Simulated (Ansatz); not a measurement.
## Two runs on ZnO

System: ZnO (Pm-3m, 2 atoms in the cell).
Method of run 1: DFT, r2SCAN, plane waves, PAW, no spin polarisation (Ansatz 0.2.0).

The structure was built on a prototype by a generator. The geometry comes from this level: r2SCAN. Text and figures count atoms from 1; the logs count them from 0 in places.

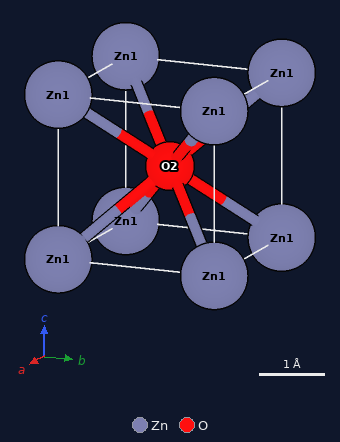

The structure (ball-and-stick view of the cell of the calculation, seen slightly off an axis; atoms are numbered from 1 in the order of the input). Near neighbours in the crystal (not all of them lie inside the picture): Zn has 8 O at 2.29 Å; O has 8 Zn at 2.29 Å.

The input, run 1:
```yaml
crystal:
  lattice:
    - [2.6461709623, 0.0, 0.0]
    - [0.0, 2.6461709623, 0.0]
    - [0.0, 0.0, 2.6461709623]
  atoms:
    - { symbol: Zn, position: [0.0, 0.0, 0.0] }
    - { symbol: O, position: [0.5, 0.5, 0.5] }
kpoints:
  mp_grid: { grid: [6, 6, 6] }
hamiltonian:
  xc: r2scan
scf:
  occupations: { method: fermi_dirac, width: 0.02 }
  n_extra_bands: 4
output:
  forces: true
  stress: true
  eigenvalues: true
basis:
  xc_grid: 1
```

Command:
```bash
ansatz run input.yaml --threads 4 --pin off --max-ram 3686MiB --backend cpu --events-out ev --progress --plain --runs-dir out
```

Hardware: 4 threads of Intel Xeon (Sapphire Rapids), 256 GiB of memory available, shared host.

Output, shortened to warnings, some set-up lines, iterations and results (run 1):
```
Basis set: ecut = 500 eV, 461 PW (Γ)
Symmetry: 48 space group operations
k-points: 20 of 216
Initial density: superposition of atomic densities (neutral atoms: chi_scale 0, normalization atom), corrected by the library's trained network
[...]
SCF iter   1: F=—  HF=-3893.414945 eV  |F-HF|=—  |Δ(HF+E_count)|=         —  Δρ=2.47e-2  dr2=6.37e-2  dr2_τ=4.81e-2  ethr=1.77e-3  ⟨swp⟩=5.1  Hψ=1421  notcnv=0
SCF iter   2: F=—  HF=-3893.433985 eV  |F-HF|=—  |Δ(HF+E_count)|=   1.90e-2  Δρ=6.35e-3  dr2=2.41e-3  dr2_τ=1.25e-3  ethr=3.54e-4  ⟨swp⟩=2.2  Hψ=673  notcnv=0
SCF iter   3: F=—  HF=-3893.433289 eV  |F-HF|=—  |Δ(HF+E_count)|=   6.96e-4  Δρ=4.31e-3  dr2=1.38e-3  dr2_τ=5.89e-5  ethr=1.34e-5  ⟨swp⟩=2.0  Hψ=502  notcnv=0
SCF iter   4: F=—  HF=-3893.433399 eV  |F-HF|=—  |Δ(HF+E_count)|=   1.10e-4  Δρ=1.62e-3  dr2=5.77e-4  dr2_τ=2.94e-5  ethr=7.67e-6  ⟨swp⟩=2.1  Hψ=467  notcnv=0
SCF iter   5: F=—  HF=-3893.433252 eV  |F-HF|=—  |Δ(HF+E_count)|=   1.47e-4  Δρ=1.00e-4  dr2=8.66e-7  dr2_τ=8.75e-7  ethr=3.21e-6  ⟨swp⟩=2.5  Hψ=432  notcnv=0
SCF iter   6: F=—  HF=-3893.433250 eV  |F-HF|=—  |Δ(HF+E_count)|=   2.47e-6  Δρ=3.27e-5  dr2=6.19e-8  dr2_τ=1.49e-8  ethr=5.56e-10  ⟨swp⟩=6.2  Hψ=1343  notcnv=0
SCF iter   7: F=-3893.433250 eV  HF=-3893.433250 eV  |F-HF|=9.97e-9  |Δ(HF+E_count)|=   4.35e-8  Δρ=6.75e-6  dr2=5.65e-9  dr2_τ=7.40e-10  ethr=3.44e-10  ⟨swp⟩=4.8  Hψ=1076  …
SCF 1 converged in 7 iterations: F = -3893.433250 eV  dr2 = 5.65e-9
SCF converged after 7 iterations
Free energy (F): -3893.433250 eV
Harris-Foulkes:  -3893.433250 eV  (|F-HF|=9.97e-9)
Internal energy: -3893.432618 eV  (E = F + TS)
E sigma→0 (E₀):  -3893.432934 eV
Entropy (-TS):   -0.000631 eV (-0.316 meV/atom)
Fermi energy:    11.034276 eV
--- Per-component energies (eV) ---
  E_band       = 83.992183
  E_kinetic    = 307.186311
  E_local      = -1623.104888  (includes V_loc(G=0)·N_el)
  E_nonlocal   = 671.902133
  E_hartree    = 666.812721
  E_xc         = -196.549600
  E_vxc        = -157.873494  (∫ρ·V_xc dr)
  E_paw        = -2015.692878  (= ΣΔE_a)
  E_vpaw       = -457.111587  (= ΣTr[D̂ρ^β])
  E_aug_tail   = 0.000806  (compensation charges beyond the density's cutoff)
  E_vtau       = 9.366475  (kinetic-family band-sum trace: ∫τ·v_τ [+ j·A + Jᵃ·Aᵃ] dr)
  E_ewald      = -1703.772663
  E_core_change = -0.214560  (= ΣΔE_core)
  E_smearing   = -0.000631  (= −TS)
  E_closure    = 0.000000  (closes the sum)
  Σ components = -3893.433250   (vs F -3893.433250, Δ=0.00e0)
--- Forces (eV/Å), atoms counted from 1 ---
  atom   1  Zn     0.00000000     0.00000000     0.00000000
  atom   2  O      0.00000000    -0.00000000     0.00000000
  max |Σ_I F_I| component: 1.10e-29 eV/Å
--- Stress (GPa, compression-positive) ---
        0.138767       0.000000       0.000000
        0.000000       0.138767       0.000000
        0.000000       0.000000       0.138767
  P = ⅓ Tr σ = 0.1388 GPa (1.388 kbar)
```

The input of run 2 differs as follows (lines with − go, lines with + come):
```diff
-  xc_grid: 1
+  ecutwfc: 300
```

What does this change do to the results?

The free energy of run 2 is 274.0 meV per atom higher, which measures how much it depends on this numerical setting. The pressure goes from 0.14 to 1.94 GPa. More plane waves can only lower the energy of a fixed Hamiltonian, so the higher cutoff gives the lower value. The SCF takes 8 iterations against 7. The plane waves at Γ go from 461 to 203.

Output, shortened to warnings, some set-up lines, iterations and results (run 2):
```
Warning: basis.ecutwfc = 300 eV is below the records' recommended 500 eV, and the density's cutoff is lower with it unless basis.ecutrho_ratio is high enough to keep the records' density cutoff: compare with a run at a higher cutoff
Basis set: ecut = 300 eV, 203 PW (Γ), exchange–correlation on 60×60×60 points (64 copies of the dense FFT grid, shifted against one another)
Symmetry: 48 space group operations
k-points: 20 of 216
Initial density: superposition of atomic densities (neutral atoms: chi_scale 0, normalization atom), corrected by the library's trained network
[...]
SCF iter   1: F=—  HF=-3892.850918 eV  |F-HF|=—  |Δ(HF+E_count)|=         —  Δρ=2.77e-2  dr2=5.12e-2  dr2_τ=4.97e-2  ethr=1.77e-3  ⟨swp⟩=4.5  Hψ=1256  notcnv=0
SCF iter   2: F=—  HF=-3892.885359 eV  |F-HF|=—  |Δ(HF+E_count)|=   3.44e-2  Δρ=1.13e-2  dr2=7.74e-3  dr2_τ=1.73e-3  ethr=2.84e-4  ⟨swp⟩=3.0  Hψ=627  notcnv=0
SCF iter   3: F=—  HF=-3892.886881 eV  |F-HF|=—  |Δ(HF+E_count)|=   1.52e-3  Δρ=6.30e-3  dr2=4.06e-3  dr2_τ=1.89e-4  ethr=4.30e-5  ⟨swp⟩=2.0  Hψ=495  notcnv=0
SCF iter   4: F=—  HF=-3892.885356 eV  |F-HF|=—  |Δ(HF+E_count)|=   1.52e-3  Δρ=7.04e-4  dr2=6.67e-5  dr2_τ=2.59e-5  ethr=2.26e-5  ⟨swp⟩=2.4  Hψ=609  notcnv=0
SCF iter   5: F=—  HF=-3892.885342 eV  |F-HF|=—  |Δ(HF+E_count)|=   1.35e-5  Δρ=1.40e-4  dr2=4.50e-6  dr2_τ=2.56e-7  ethr=3.71e-7  ⟨swp⟩=1.9  Hψ=350  notcnv=0
SCF iter   6: F=—  HF=-3892.885342 eV  |F-HF|=—  |Δ(HF+E_count)|=   3.30e-7  Δρ=1.20e-4  dr2=2.48e-6  dr2_τ=2.03e-7  ethr=2.50e-8  ⟨swp⟩=2.0  Hψ=410  notcnv=0
SCF iter   7: F=—  HF=-3892.885342 eV  |F-HF|=—  |Δ(HF+E_count)|=   4.66e-7  Δρ=5.54e-5  dr2=5.36e-7  dr2_τ=1.43e-8  ethr=1.38e-8  ⟨swp⟩=1.1  Hψ=271  notcnv=0
SCF iter   8: F=-3892.885341 eV  HF=-3892.885342 eV  |F-HF|=2.20e-8  |Δ(HF+E_count)|=   1.22e-7  Δρ=1.24e-5  dr2=2.79e-8  dr2_τ=8.16e-10  ethr=5.56e-10  ⟨swp⟩=2.8  Hψ=846  …
SCF 1 converged in 8 iterations: F = -3892.885341 eV  dr2 = 2.79e-8
SCF converged after 8 iterations
Free energy (F): -3892.885341 eV
Harris-Foulkes:  -3892.885342 eV  (|F-HF|=2.20e-8)
Internal energy: -3892.884769 eV  (E = F + TS)
E sigma→0 (E₀):  -3892.885055 eV
Entropy (-TS):   -0.000573 eV (-0.286 meV/atom)
Fermi energy:    11.044196 eV
--- Per-component energies (eV) ---
  E_band       = 82.600441
  E_kinetic    = 310.317630
  E_local      = -1623.456157  (includes V_loc(G=0)·N_el)
  E_nonlocal   = 671.052973
  E_hartree    = 667.165834
  E_xc         = -197.354497
  E_vxc        = -159.142437  (∫ρ·V_xc dr)
  E_paw        = -2016.627885  (= ΣΔE_a)
  E_vpaw       = -460.038308  (= ΣTr[D̂ρ^β])
  E_aug_tail   = 0.004558  (compensation charges beyond the density's cutoff)
  E_vtau       = 9.532160  (kinetic-family band-sum trace: ∫τ·v_τ [+ j·A + Jᵃ·Aᵃ] dr)
  E_ewald      = -1703.772663
  E_core_change = -0.214560  (= ΣΔE_core)
  E_smearing   = -0.000573  (= −TS)
  E_closure    = -0.000000  (closes the sum)
  Σ components = -3892.885341   (vs F -3892.885341, Δ=0.00e0)
--- Forces (eV/Å), atoms counted from 1 ---
  atom   1  Zn    -0.00000000    -0.00000000    -0.00000000
  atom   2  O      0.00000000    -0.00000000    -0.00000000
  max |Σ_I F_I| component: 2.56e-29 eV/Å
--- Stress (GPa, compression-positive) ---
        1.936755       0.000000       0.000000
        0.000000       1.936755       0.000000
        0.000000       0.000000       1.936755
  P = ⅓ Tr σ = 1.9368 GPa (19.368 kbar)
```

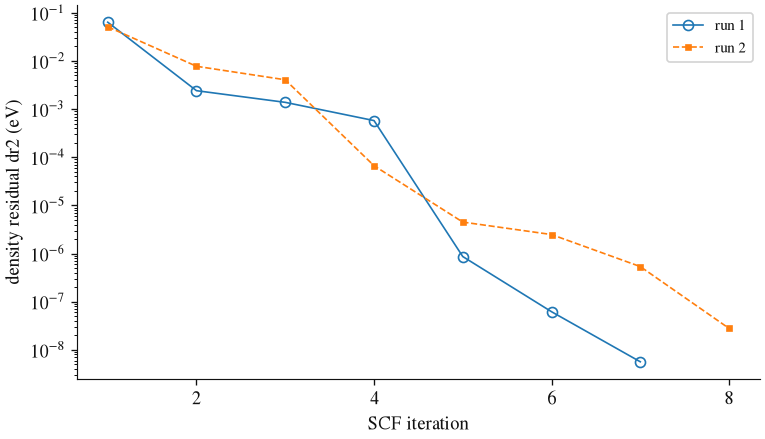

Convergence of the two runs: density residual dr2 against the SCF iteration. Run 1 takes 7 iterations in all, and run 2 takes 8.

The two runs side by side:

```csv
quantity,run 1,run 2
outcome,converged,converged
free energy per atom (eV),−1946.7166,−1946.4427
gap on the mesh (eV),0.00,0.00
pressure (GPa),0.14,1.94
largest force (eV/Å),0.000,0.000
SCF iterations,7,8
irreducible k-points,20,20
plane waves at Γ,461,203
wall time (shared host),0.97 s,0.73 s
```

For run 2: Warnings: the cutoff is below the recommended one.
